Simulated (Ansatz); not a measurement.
# Electron scattering at the Σ11 (332) boundary in bcc Ta with Co (substitutional), part 2 of 3

How much does the Σ11 (332) boundary in bcc Ta with Co (substitutional) reflect electrons?

Ansatz 0.2.0; Ansatz plane-wave DFT, PBE, PAW files, collinear spin; relaxation of a bicrystal slab with its lowest layers held; PAW set soft_1 (the session's first sound run).

So far: Set-up; Relaxing the bicrystal.

### Step 2. Relaxing the bicrystal (continued)

Relaxation path:

| step | energy less that of the first step (eV) | largest force component (eV/Å) |
| --- | --- | --- |
| 1 | 0.0000 | 1.8589 |
| 2 | -1.0365 | 0.8516 |
| 3 | -1.6542 | 0.5390 |
| 4 | -2.0904 | 0.2395 |
| 5 | -2.3824 | 0.1544 |
| 6 | -2.5518 | 0.1180 |
| 7 | -2.5877 | 0.6013 |
| 8 | -2.5797 | 0.3664 |
| 9 | -2.6188 | 0.0675 |
| 10 | -2.6201 | 0.0554 |
| 11 | -2.6216 | 0.0266 |
| 12 | -2.6224 | 0.0402 |
| 13 | -2.6219 | 0.1392 |
| 14 | -2.6248 | 0.0499 |
| 15 | -2.6263 | 0.0706 |
| 16 | -2.6271 | 0.0373 |
| 17 | -2.6263 | 0.0863 |
| 18 | -2.6272 | 0.0165 |

Relaxation steps 8, 13, 17 were tried and not accepted.

The run keeps the 2 symmetry operations that it works with, so distortions that break them were not tested.

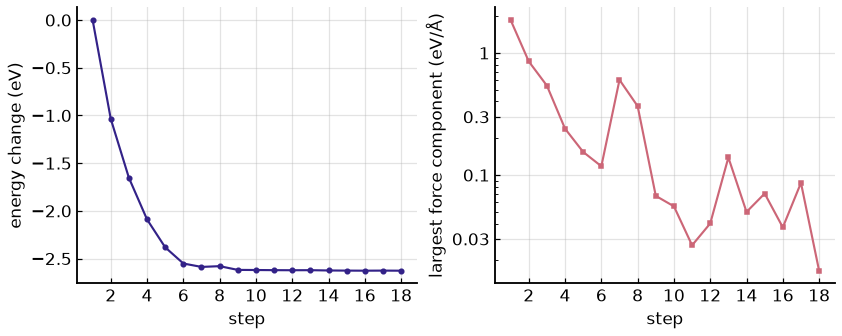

Energy and largest force along the relaxation.

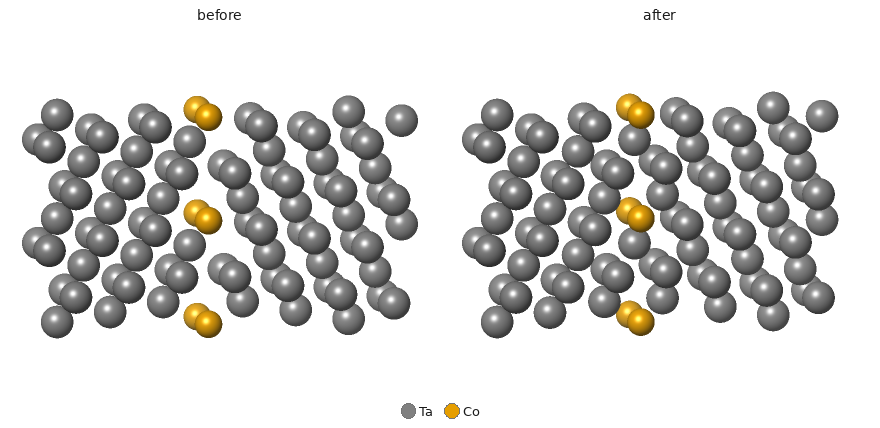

The structure before and after the relaxation, drawn at the same scale.

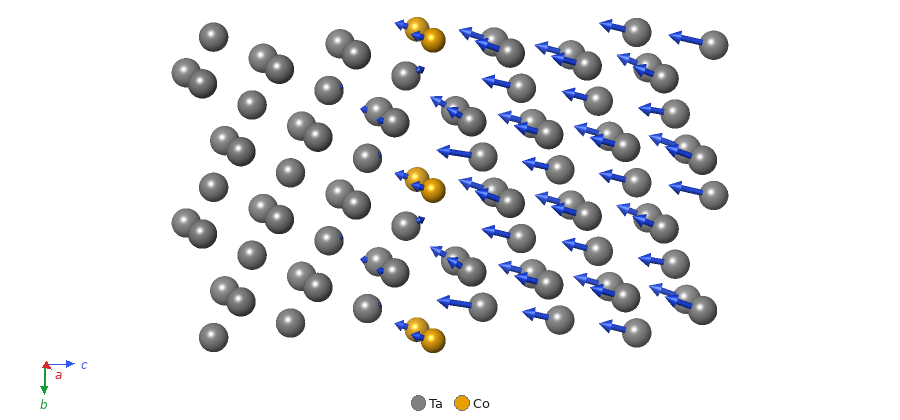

Displacements in the relaxation, exaggerated; the longest in the cell stands for 1.08 Å. 1×2×1 cells are drawn. Some periodic images of atoms are drawn too.

The atoms that moved most (Å):

| atom | dx | dy | dz | length |
| --- | --- | --- | --- | --- |
| Ta15 | 0.000 | -0.175 | -1.069 | 1.084 |
| Ta27 | 0.000 | -0.248 | -1.044 | 1.073 |
| Ta17 | 0.000 | -0.220 | -0.875 | 0.902 |
| Ta26 | 0.000 | -0.305 | -0.823 | 0.878 |
| Ta23 | 0.000 | -0.211 | -0.820 | 0.847 |
| Ta19 | 0.000 | -0.191 | -0.815 | 0.837 |
| Ta21 | 0.000 | -0.216 | -0.780 | 0.810 |
| Ta25 | 0.000 | -0.142 | -0.796 | 0.808 |

This step gave:

| Property | Result |
| --- | --- |
| free energy | -263380.5184 eV |
| energy at zero smearing | -263379.9610 eV |
| Fermi energy | 10.30 eV |

The largest force component on a free atom ends at 0.016 eV/Å, under the tolerance of 0.03, after 18 steps.

### Step 3. Transmission across the boundary

This step: Ansatz plane-wave DFT, PBE, PAW files, collinear spin; ballistic transport by layer matching (Landauer), zero bias; boundary relaxed in a short slab, bulk layers laid on; PAW set soft_1 (Ansatz 0.2.0).

System of this step: Σ11 (332) boundary in bcc Ta with Co (substitutional). The cell holds 61 atoms: 60 Ta and 1 Co. Its edges and angles: a = 4.671 Å, b = 5.477 Å, c = 50.179 Å, α = 90.0°, β = 90.0°, γ = 90.0°. It derives from Ta. Regions: lower grain, 25 atoms (25 Ta); boundary, 16 atoms (15 Ta and 1 Co); upper grain, 20 atoms (20 Ta). Vacuum lies along c.

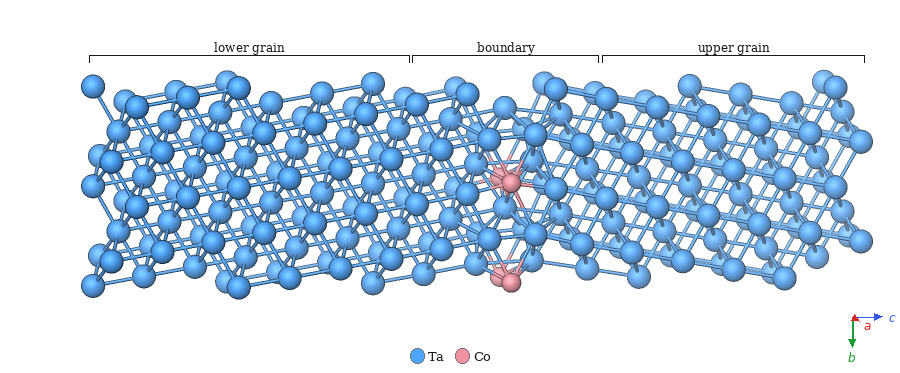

The cell of this step (tantalum blue, cobalt pink). 1×2×1 cells are drawn. Some periodic images of atoms are drawn too.

The input, input.yaml:

```yaml
crystal:
  lattice:
    - [4.6705251426, 0.0, 0.0]
    - [0.0, 5.4766761838, 0.0]
    - [0.0, 0.0, 50.1788260633]
  atoms:
    - { symbol: Ta, position: [-16.5, 8.9999999999, 0.079714898] }
    - { symbol: Ta, position: [-16.0, 8.7272727272, 0.0937468755] }
    - { symbol: Ta, position: [-15.5, 8.4545454545, 0.107778853] }
    - { symbol: Ta, position: [-15.0, 8.1818181817, 0.1218108304] }
    - { symbol: Ta, position: [-14.5, 7.909090909, 0.1358428079] }
    - { symbol: Ta, position: [-14.0, 7.6363636363, 0.1498747854] }
    - { symbol: Ta, position: [-13.5, 7.3636363636, 0.1639067629] }
    - { symbol: Ta, position: [-13.0, 7.0909090908, 0.1779387404] }
    - { symbol: Ta, position: [-12.5, 6.8181818181, 0.1919707179] }
    - { symbol: Ta, position: [-12.0, 6.5454545454, 0.2060026954] }
    - { symbol: Ta, position: [-11.5, 6.2727272727, 0.2200346729] }
    - { symbol: Ta, position: [-11.0, 5.9999999999, 0.2340666504] }
    - { symbol: Ta, position: [-10.5, 5.7272727272, 0.2480986279] }
    - { symbol: Ta, position: [-10.0, 5.4545454545, 0.2621306053] }
    - { symbol: Ta, position: [-9.5, 5.1818181818, 0.2761625828] }
    - { symbol: Ta, position: [-9.0, 4.909090909, 0.2901945603] }
    - { symbol: Ta, position: [-8.5, 4.6363636363, 0.3042265378] }
    - { symbol: Ta, position: [-8.0, 4.3636363636, 0.3182585153] }
    - { symbol: Ta, position: [-7.5, 4.0909090909, 0.3322904928] }
    - { symbol: Ta, position: [-7.0, 3.8181818181, 0.3463224703] }
    - { symbol: Ta, position: [-6.5, 3.5454545454, 0.3603544478] }
    - { symbol: Ta, position: [-6.0, 3.2727272727, 0.3743864253] }
    - { symbol: Ta, position: [-5.5, 3.0, 0.3884184028] }
    - { symbol: Ta, position: [-5.0, 2.7272727272, 0.4024503802] }
    - { symbol: Ta, position: [-4.5, 2.4545454545, 0.4164823577] }
    - { symbol: Ta, position: [0.0, 0.1818181818, 0.4305143352] }
    - { symbol: Ta, position: [0.5, 0.9140329386, 0.4443726053] }
    - { symbol: Ta, position: [0.0, 0.6355749273, 0.4576701335] }
    - { symbol: Ta, position: [0.5, 0.3603766174, 0.4740872853] }
    - { symbol: Ta, position: [0.0, 0.0832804562, 0.4863131203] }
    - { symbol: Ta, position: [0.5, 0.8150748596, 0.5020547401] }
    - { symbol: Ta, position: [0.0, 0.5393736762, 0.5104500092] }
    - { symbol: Ta, position: [0.5, 0.2531446704, 0.5338604364] }
    - { symbol: Co, position: [0.0, -0.0213634784, 0.5347057431], spin: 2.0 }
    - { symbol: Ta, position: [0.0, 0.4970507358, 0.5614163218] }
    - { symbol: Ta, position: [0.5, 0.786138959, 0.5635573058] }
    - { symbol: Ta, position: [0.0, 0.0411811513, 0.5838188237] }
    - { symbol: Ta, position: [0.5, 0.3235059403, 0.5955003968] }
    - { symbol: Ta, position: [0.0, 0.6001619306, 0.6126577899] }
    - { symbol: Ta, position: [0.5, 0.8742404022, 0.6247523601] }
    - { symbol: Ta, position: [0.0, 0.1420929908, 0.6396455522] }
    - { symbol: Ta, position: [-4.5, 2.4148202635, 0.6536775297] }
    - { symbol: Ta, position: [-5.0, 2.6875475362, 0.6677095072] }
    - { symbol: Ta, position: [-5.5, 2.960274809, 0.6817414847] }
    - { symbol: Ta, position: [-6.0, 3.2330020817, 0.6957734622] }
    - { symbol: Ta, position: [-6.5, 3.5057293544, 0.7098054397] }
    - { symbol: Ta, position: [-7.0, 3.7784566271, 0.7238374172] }
    - { symbol: Ta, position: [-7.5, 4.0511838999, 0.7378693947] }
    - { symbol: Ta, position: [-8.0, 4.3239111726, 0.7519013721] }
    - { symbol: Ta, position: [-8.5, 4.5966384453, 0.7659333496] }
    - { symbol: Ta, position: [-9.0, 4.869365718, 0.7799653271] }
    - { symbol: Ta, position: [-9.5, 5.1420929908, 0.7939973046] }
    - { symbol: Ta, position: [-10.0, 5.4148202635, 0.8080292821] }
    - { symbol: Ta, position: [-10.5, 5.6875475362, 0.8220612596] }
    - { symbol: Ta, position: [-11.0, 5.9602748089, 0.8360932371] }
    - { symbol: Ta, position: [-11.5, 6.2330020817, 0.8501252146] }
    - { symbol: Ta, position: [-12.0, 6.5057293544, 0.8641571921] }
    - { symbol: Ta, position: [-12.5, 6.7784566271, 0.8781891696] }
    - { symbol: Ta, position: [-13.0, 7.0511838998, 0.892221147] }
    - { symbol: Ta, position: [-13.5, 7.3239111725, 0.9062531245] }
    - { symbol: Ta, position: [-14.0, 7.5966384453, 0.920285102] }
magnetization:
  spin_polarized: true
kpoints:
  mp_grid: { grid: [6, 5, 1] }
hamiltonian:
  xc: pbe
  pseudopotentials: { kind: paw, azcp: { folder: soft_1 } }
scf:
  occupations: { method: fermi_dirac, width: 0.1 }
output:
  transmission:
    leads: [[13, 14], [49, 50]]
    kmesh: [14, 12]
    e_range: [-0.1, 0.1]
    de: 0.05
  write_potential: true
  write_density: true
  volumetric_format: npy
  elf: true
```

Command:

```sh
ansatz run input.yaml --threads 4 --pin off --max-ram 15360MiB --backend cpu --events-out ev --progress --plain --runs-dir out
```

Numbers of over 12 decimals in the logs are rounded to 6 here.

Log:

```text
[...]
Crystal: 61 atoms, lattice volume = 1283.522 Å³
Basis set: ecut = 420 eV, 24995 PW (Γ)
Bands: 480, of which v1, the nominal top of the filled ones, is band 399 counted from 1 (398 counted from 0)
Symmetry: 2 space group operations
[...]
k-points: 12 of 30 (time reversal used)
[...]
Starting moments: Σ|m| = 2 μB on 1 of 61 sites
[...]
SCF iter   1: F=—  HF=-601132.984379 eV  |F-HF|=—  |Δ(HF+E_count)|=         —  Δρ=3.06e-2 (↑3.06e-2 ↓2.75e-2)  dr2=1.60e3  dr2_m=1.98e0  M=0.793 μB ∫|m|=1.238 μB  β_m=0.30  ethr=3.10e-3  ⟨swp⟩=9.1  Hψ=47343  notcnv=0  defer=93
[...]
SCF iter  26: F=-601110.677204 eV  HF=-601110.677204 eV  |F-HF|=3.63e-8  |Δ(HF+E_count)|=   1.51e-9  Δρ=3.05e-7 (↑2.93e-7 ↓3.05e-7)  dr2=3.67e-8  dr2_m=2.65e-11  M=-0.000 μB ∫|m|=0.000 μB  ethr=1.00e-12  ⟨swp⟩=2.0  Hψ=29405  notcnv=0
SCF 1 converged in 26 iterations: F = -601110.677204 eV  dr2 = 3.67e-8
[...]
WARN: the starting moments were not kept: the SCF closed with an absolute magnetisation of 1.0e-4 μB, where they sum to 2 μB in size (1 site). That is at most 0.1 of that sum. Measured as dr2_m measures the in/out step, that magnetisation stands 2.4e-10 eV from none, at or under the dr2_threshold of 1.0e-7 eV: it is no larger than a step whose dr2_m would equal this threshold. The system may hold no moment; this SCF  [...]
transmission: 758 of 7504 steps passed
transmission: 1506 of 7504 steps passed
[...]
transmission: 7504 of 7504 steps passed
WARN: The input density's exchange-correlation potential varies sharply where the density is thin. Do not read a vacuum level from v_tot or v_xc, or from such a field of the output density. On a cell that repeats whose density bears no net charge and no dipole along the vacuum's axis use v_es (v_loc + v_h of the components); under efield.dipole_correction with no amplitude use v_es + v_field, which holds any external [...]
SCF converged after 26 iterations
an eigenvalue changed by more than its tolerance at an iteration that met the thresholds in force, so the SCF went on 2 times, its first undamped step at iteration 18: the last check found none over its tolerance
Magnetization: -0.0000 μB (398.5000 up, 398.5000 down)
Absolute magnetization: 0.0001 μB (∫|ρ↑−ρ↓|, with the PAW one-centre terms)
[...]
Per-site moments (μB) at R_I (Å): [(-9.686437764583643e-6, 1.179792), (-2.869553240524071e-6, 1.179792), (1.4677012138889012e-6, 1.179792), (6.221192399214035e-7, 1.179792), (-2.403884711983818e-7, 1.179792), (7.432117355867921e-8, 1.179792), (2.0787400663388962e-7, 1.179792), (-9.639286609998623e-8, 1.179792), (-1.2920848406739818e-7, 1.179792), (8.802118986094905e-8, 1.179792), (-9.004658127176015e-9, 1.179792), (- [...]
Free energy (F): -601110.677204 eV
[...]
Internal energy: -601108.039846 eV  (E = F + TS)
E sigma→0 (E₀):  -601109.358525 eV
Entropy (-TS):   -2.637358 eV (-43.235 meV/atom)
Fermi energy:    15.291493 eV
[...]
--- Band table (eV; the first three rows and the last of 24) ---
  k-point 0 ↑: bands = [... 395 lower, 15.2211, 15.2342, 15.2826, 15.3405, 15.3737, 15.4090, 15.4433, 15.4997, ... 77 higher]
  k-point 1 ↑: bands = [... 395 lower, 15.3548, 15.3609, 15.3986, 15.4160, 15.4454, 15.4646, 15.5246, 15.6114, ... 77 higher]
  k-point 2 ↑: bands = [... 395 lower, 15.2562, 15.2584, 15.3015, 15.3025, 15.3522, 15.3884, 15.4029, 15.4417, ... 77 higher]
  k-point 11 ↓: bands = [... 395 lower, 15.2000, 15.2589, 15.3155, 15.3469, 15.3583, 15.4321, 15.4419, 15.4794, ... 77 higher]
--- Transmission ---
  basis      : 225 plane waves across, 67 finite elements along
  points     : 56, standing for a mesh of 14 x 12
  energies   : 5 from -0.100000 to 0.100000 eV about the Fermi level, 0.050000 eV apart; the leads are filled to 0.000000 eV, and channels, transmission and decay are at 0.000000 eV
  crystal 0  : Ta4, at the sites [13, 14], period 2.8164 Å, over 18.31 Å; its Hamiltonian steps by up to 29.1 meV: too much for a lead, lay more layers or, if its atoms are ordered, name the step of that order
    offset         : up to 0.0000 Å between an atom of the period and one for which it stands
    channels       : 5.803571e0 up, 5.803571e0 down
    conductance    : none, the energies end too early or step too widely for 300 K: set another output.transmission.e_range or a lower de, or, where they end at an eighth of basis.ecutwfc, a higher one
[...]
channels       : 5.803571e0 up, 5.803571e0 down
[...]
junction   : crystal 0 to crystal 1, 12.80 to 36.67 Å
    transmission   : 2.754453e0 up, 2.754456e0 down
[...]
```

Run time: 82 min. Hardware: 4 threads of Arm Neoverse V1, shared host; peak memory 9.7 GiB.

Reading the cycles: dr2 is the Hartree energy of the density residual (eV), the measure of convergence; HF is the Harris–Foulkes estimate of the energy, which meets the free energy F at convergence.

Numbers from this step:

```yaml
free_energy: -601110.6772 eV
energy_at_zero_smearing: -601109.3585 eV
fermi_energy: 15.29 eV
cell_area: 25.58 Å²
transmission_spin_up: 2.754
transmission_spin_down: 2.754
open_channels_spin_up: 5.804
open_channels_upper_lead_spin_up: 5.804
open_channels_spin_down: 5.804
open_channels_upper_lead_spin_down: 5.804
step_of_the_lead_s_potential: 29.1 meV
step_of_the_upper_lead_s_potential: 29.9 meV
```

Per spin. Table of transmission, zone mean, T up = T down by energy, zero at the Fermi level:

| energy (eV) | transmission, zone mean, T up = T down |
| --- | --- |
| -0.1000 | 2.96 |
| -0.0500 | 2.87 |
| 0.0000 | 2.75 |
| 0.0500 | 2.59 |
| 0.1000 | 2.50 |

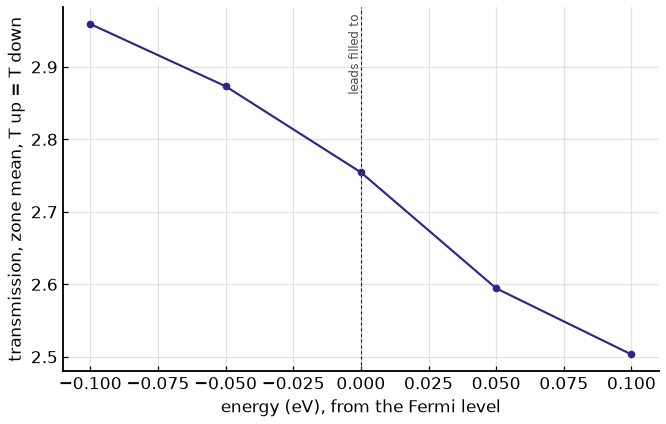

Transmission, zone mean, T up = T down, plotted against energy.

Per spin. Table of open channels, zone mean by energy, zero at the Fermi level:

| energy (eV) | lead up | upper lead up | lead down | upper lead down |
| --- | --- | --- | --- | --- |
| -0.1000 | 6.17 | 6.17 | 6.17 | 6.17 |
| -0.0500 | 5.91 | 5.91 | 5.91 | 5.91 |
| 0.0000 | 5.80 | 5.80 | 5.80 | 5.80 |
| 0.0500 | 5.47 | 5.47 | 5.47 | 5.47 |
| 0.1000 | 5.32 | 5.32 | 5.32 | 5.32 |

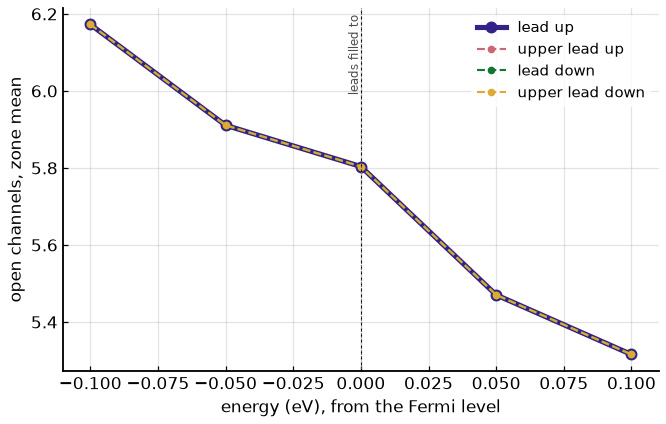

Open channels, zone mean against energy.

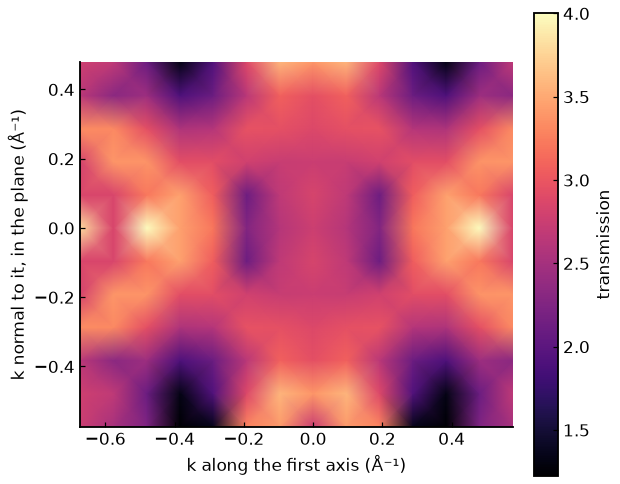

Transmission over k1 and k2. At 0.0000 eV from the Fermi level, spin up.

[end of part 2 of 3]

[Logs are printed without paths, hosts, clocks, repeated set-up lines and the standing remarks that a program may print on its own settings, such as how far it seeks lower states.]

[Hosts, paths, dates, database ids (printed as entryN), source tags and the programs' standing remarks are cut or masked in the printed files.]
